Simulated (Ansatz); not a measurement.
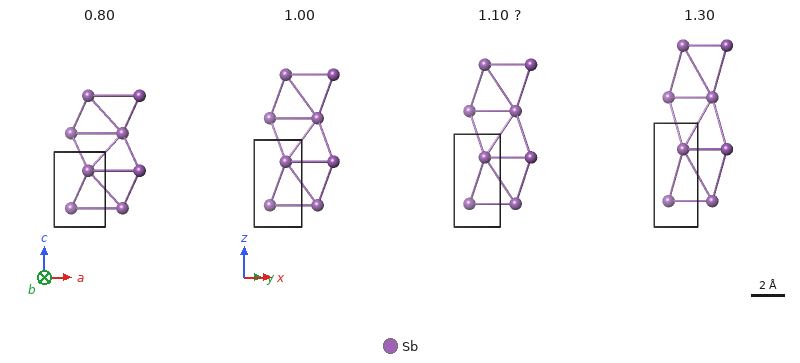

A scan of solid Sb (P6_3/mmc): the ratio of the cell's length along z to its lengths across, counted as 1 for the reference, is changed at fixed volume (a c/a path), with the atoms kept at their fractional coordinates. x, y and z are the Cartesian axes of the input. A ball-and-stick model of the cell of the calculation, repeated 2 × 1 × 2 with one cell outlined, seen along the b axis.

Theory: Ansatz, DFT PBEsol, scalar-relativistic, plane waves, PAW. Set-up: plane-wave cutoff 420 eV; k-point mesh 18 × 18 × 10; occupations gaussian; smearing width 0.15 eV; no spin polarisation. Energies (free energies at the smearing named) are counted from the cell as listed in its source, which wasn't relaxed.

| axial ratio over its reference value | ΔE (meV/atom) |
| --- | --- |
| 0.80 | −2.0 |
| 0.85 | 5.0 |
| 0.92 | 2.9 |
| 0.96 | 3.2 |
| 1.00 | 0.0 |
| 1.05 | −5.2 |
| 1.10 | ? |
| 1.20 | 47.7 |
| 1.30 | 131.9 |

Q: Fill in the missing row.

A: A straight line between the two neighbours gives 12.4 meV/atom. A cubic through the four nearest rows (1.00, 1.05, 1.20, 1.30) gives, with Lagrange weights, (−0.3333)(0.0) + (1.0667)(−5.2) + (0.3333)(47.7) + (−0.0667)(131.9) = 1.6 meV/atom. The calculation gives 5.3 meV/atom, so the cubic is 3.7 meV/atom too low and the straight line 7.1 meV/atom too high, as the curve bends upwards here.

The whole profile:

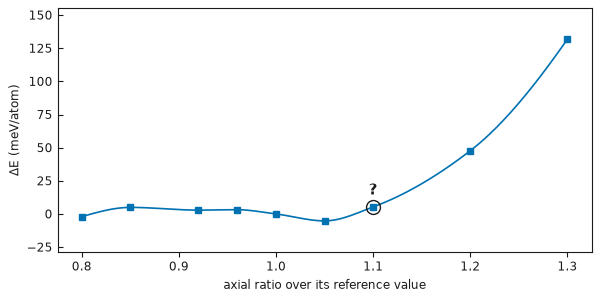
